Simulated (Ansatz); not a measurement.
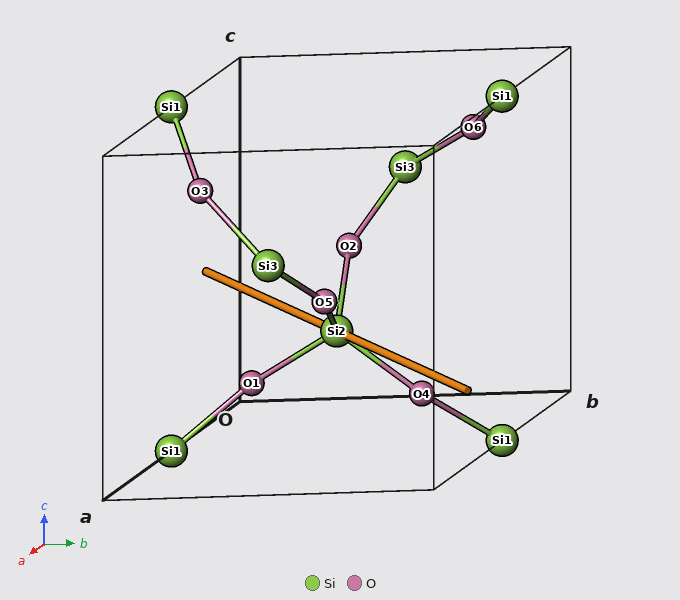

Crystal: SiO2, the geometry relaxed with DFT, PAW plane waves, r2scan in Ansatz 0.2.0. The coloured rod is the axis of a symmetry operation of the crystal. All values are computed from the atomic coordinates in the standard setting (tolerance 0.002 Å).

a = 5.058 Å, b = 5.058 Å, c = 5.542 Å, α = 90.00°, β = 90.00°, γ = 120.00°.

```
atom       x       y       z
 Si1  0.5000  0.0000  0.0000
 Si2  0.5000  0.5000  0.3333
 Si3  0.0000  0.5000  0.6667
  O1  0.4164  0.2082  0.1667
  O2  0.2082  0.4164  0.5000
  O3  0.7918  0.2082  0.8333
  O4  0.5836  0.7918  0.1667
  O5  0.7918  0.5836  0.5000
  O6  0.2082  0.7918  0.8333
```

Take the operation x, y, z → y, x, −z+2/3.

What kind of operation is it, and where does it lie?

Answer. It is a 2-fold rotation, about the line along [1 1 0] through (1/2, 1/2, 1/3).

Onto which atom does it carry each atom (up to whole multiples of a, b and c)?

Answer. Si1 → Si3, Si2 → Si2, Si3 → Si1, O1 → O2, O2 → O1, O3 → O6, O4 → O5, O5 → O4, O6 → O3.

What is the crystal's space group?

Answer. No. 180, P6₂22.
